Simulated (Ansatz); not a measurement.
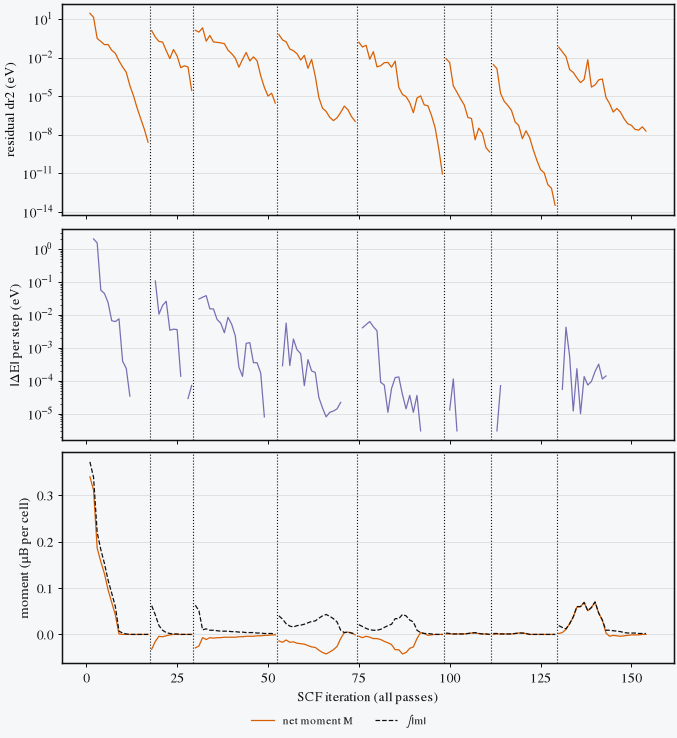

The plot shows the SCF iterations of a calculation: density residual dr2, step-to-step change of the Harris–Foulkes energy, magnetic moments. Each stretch between dotted lines is the SCF of one geometry step of a relaxation. The run starts from the density of an earlier run. Energy differences below 3 × 10⁻⁶ eV aren't drawn. dr2 is the charge part; the magnetisation has a residual of its own.

- system: C$_{6}$F (slab, 7 atoms in the cell)
- method: DFT PBE+D3(BJ), scalar-relativistic, plane waves, PAW in Ansatz; cutoff 420 eV, 12×12×1 k-mesh, Gaussian smearing of 0.05 eV, collinear spins

Question: How did this run end?

Answer: It was still iterating, at step 154, when the time limit ended it. There are 8 passes, of 17, 12, 23, 22, 24, 13, 18 and 25 iterations. In pass 8, the residual comes down slowly and unevenly, and has reached only 2 × 10⁻⁸ when the run stops. The program keeps the magnetisation out of the quasi-Newton mixer until iteration 7 and then restarts the mixer with it.

Question: How do the moments develop?

Answer: The net moment goes from 0.34 to 0.00 μB per cell, though in an unconverged run this needn't be final.
